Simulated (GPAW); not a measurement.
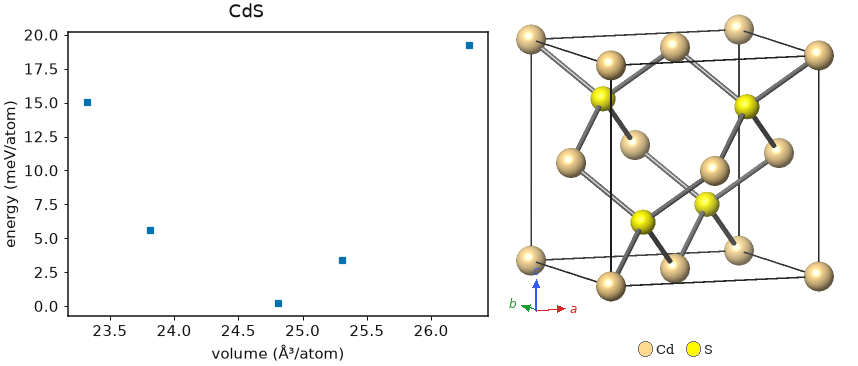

The figure shows the energy against volume for CdS, space group F-43m (No. 216). The conventional cell is drawn beside the plot.

Cell as given: a = 4.125 Å, b = 4.125 Å, c = 4.125 Å, α = 60.00°, β = 60.00°, γ = 60.00°; 2 atoms.

How it was computed, with GPAW 26.7.0: PAW DFT in plane waves, on a grid or in atomic orbitals, no spin polarisation; energies at scaled volumes of the given cell, shape and fractions fixed, counted from the fit's minimum, third-order Birch-Murnaghan fit. Level: PBEsol.

```tsv
setting	value
k mesh	8×8×8
occupations	Fermi–Dirac
smearing width	0.05 eV
potentials	PAW data sets made by gpaw setup for the functional
wave cutoff	600 eV
program settings	basis pw
```

The points at volume 24.31 Å³/atom and 25.80 Å³/atom are left out of the plot. What values does the calculation give there?

| volume (Å³/atom) | energy (meV/atom) |
| --- | --- |
| 24.31 | 0.83 |
| 25.80 | 9.81 |
